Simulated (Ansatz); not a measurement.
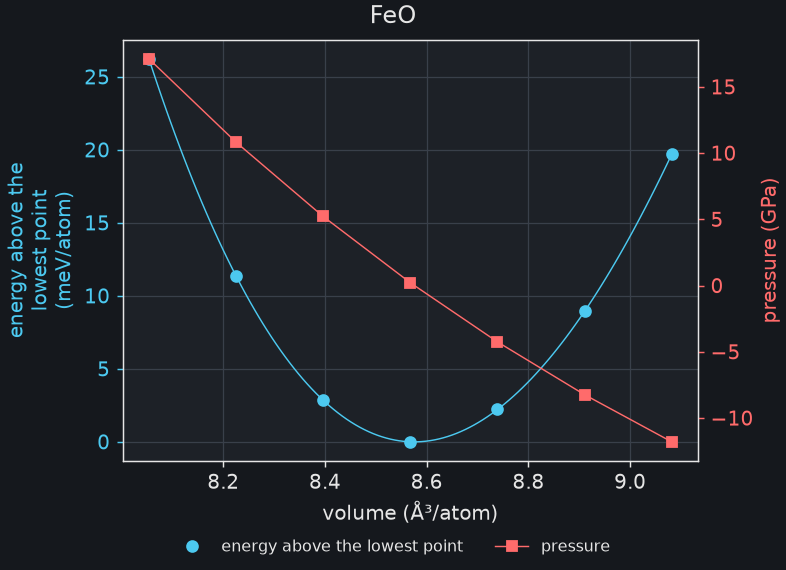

Computed with Ansatz 0.2.0 development build: equation of state of a cubic crystal from periodic Kohn-Sham density functional theory without spin, third-order Birch-Murnaghan fit to the free energies; pressure corrected for the finite basis. Level: PBE.

| setting | value |
| --- | --- |
| structure type | rock salt |
| atoms in cell | 2 |
| space group number | 225 |
| lattice centring | face-centred primitive |
| k mesh | 46×46×46 |
| occupation method | Fermi–Dirac |
| occupation width | 0.06123 eV |
| wave cutoff | 420 eV |
| datasets | soft-1 PAW |
| density tolerance | 1e−07 eV |
| bands | 15 |
| density cutoff ratio | 4 |
| search for lower states | default |

**Figure.** Energy above the lowest point and pressure against volume for FeO, space group Fm-3m (No. 225) (one of a set of cubic test structures, which need not be the stable phase).

A third-order Birch–Murnaghan fit gives V0 = 8.58 Å³/atom, B0 = 235 GPa and B′ = 4.7. The energy above the lowest point is 26.2 meV/atom at volume 8.0538 Å³/atom and 19.7 meV/atom at 9.0819 Å³/atom; the lowest computed point is at volume 8.5679 Å³/atom (0.0 meV/atom). The pressure falls from 17.1 GPa at volume 8.0538 Å³/atom to −11.8 GPa at 9.0819 Å³/atom, and changes sign near 8.58 Å³/atom.

Keep in mind: known magnet treated without spin, far from its ground state.
